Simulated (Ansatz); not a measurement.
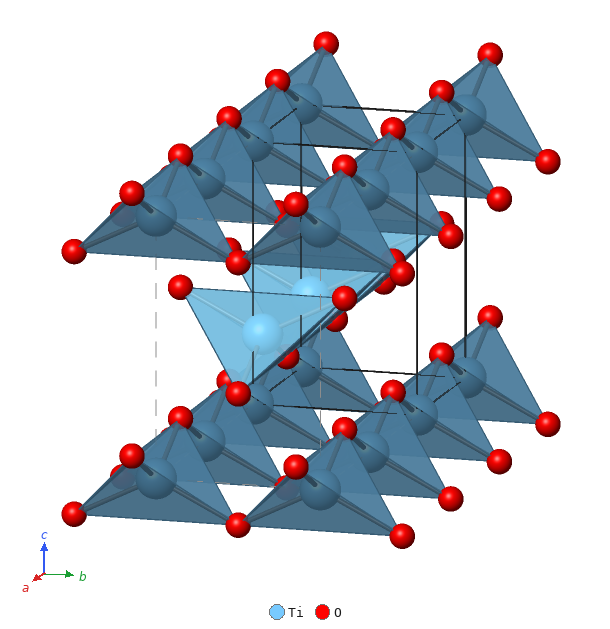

Shown here is a polyhedral view of the crystal, taken slightly off an axis. 3×1×1 cells are drawn; the solid outline is the conventional unit cell. A few atoms beyond the faces are included.

What is this?

The formula is TiO$_{2}$. Space group P4_2/nmc (No. 137), lattice primitive tetragonal. The cell comprises 2 formula units: 2 Ti, 4 O. By contacts within bonding range, the coordination numbers are Ti 4 and O 2. Not all metal-metal contacts are counted.

The initial geometry was a structure listed in the Materials Project, with elements exchanged, so it need not be a known form of the compound. The geometry was optimised with DFT PBE, scalar-relativistic, plane waves, PAW (Ansatz).
